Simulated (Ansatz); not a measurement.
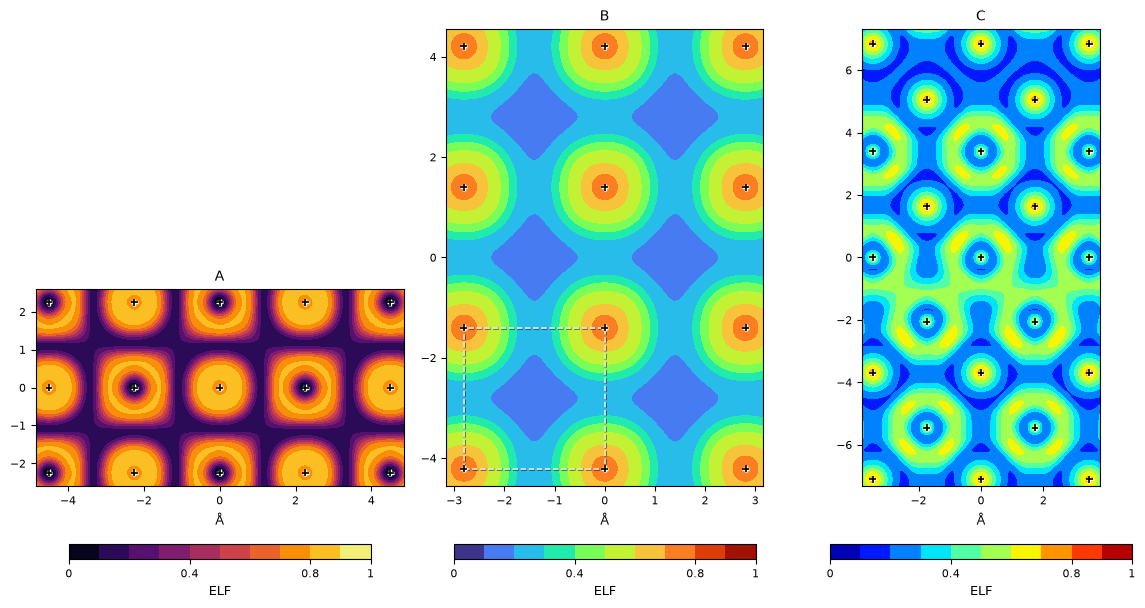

The electron localisation function of 3 systems, each on a plane through atoms (crosses mark nuclei in the plane).

All numbers below come from Ansatz, DFT PBEsol, scalar-relativistic, plane waves, PAW.

System 1: SiNi3 (interface cell), the (010) plane of the calculation cell. Computed without spin polarisation.

System 2: HfN, the (001) plane of the conventional cell. Space group Fm-3m; computed without spin polarisation.

```
Hf N
1.0
     4.50155    0.00000    0.00000
     0.00000    4.50155    0.00000
     0.00000    0.00000    4.50155
Hf N
4 4
Direct
  0.00000 0.00000 0.00000
  0.50000 0.50000 0.00000
  0.50000 0.00000 0.50000
  0.00000 0.50000 0.50000
  0.50000 0.00000 0.00000
  0.00000 0.50000 0.00000
  0.00000 0.00000 0.50000
  0.50000 0.50000 0.50000
```

System 3: Au, the (001) plane of the conventional cell. Space group I4/mmm; changed on purpose from its base cell (strain -0.030 along x and y, -0.015 along z, atoms carried along); computed pressure about 15 GPa in this cell; computed without spin polarisation.

```cif
data_structure
_symmetry_space_group_name_H-M 'P 1'
_symmetry_Int_Tables_number 1
_cell_length_a 2.8060
_cell_length_b 2.8060
_cell_length_c 4.0296
_cell_angle_alpha 90.000
_cell_angle_beta 90.000
_cell_angle_gamma 90.000
_cell_volume 31.73
loop_
_atom_site_label
_atom_site_type_symbol
_atom_site_fract_x
_atom_site_fract_y
_atom_site_fract_z
_atom_site_occupancy
Au1 Au 0.00000 0.00000 0.00000 1
Au2 Au 0.50000 0.50000 0.50000 1
```

> Which map belongs to which system?

Panel A is system 2, HfN: the plane holds Hf and N. Hf–N (2.25 Å): the ELF peaks at about 0.80 in the valence shell of N, 0.6 Å from its nucleus, and drops to about 0.15 between the two atoms; no shared electron pair shows on this line. Panel B is system 3, Au: the plane holds Au. Au–Au (2.81 Å): the ELF is about 0.20 at the midpoint: no shared electron pair shows on this line. Panel C is system 1, SiNi3: the plane holds Si and Ni. Si–Ni (2.38 Å): the ELF peaks at about 0.65 in the valence shell of Si, 0.9 Å from its nucleus, and is about 0.45 at the midpoint.
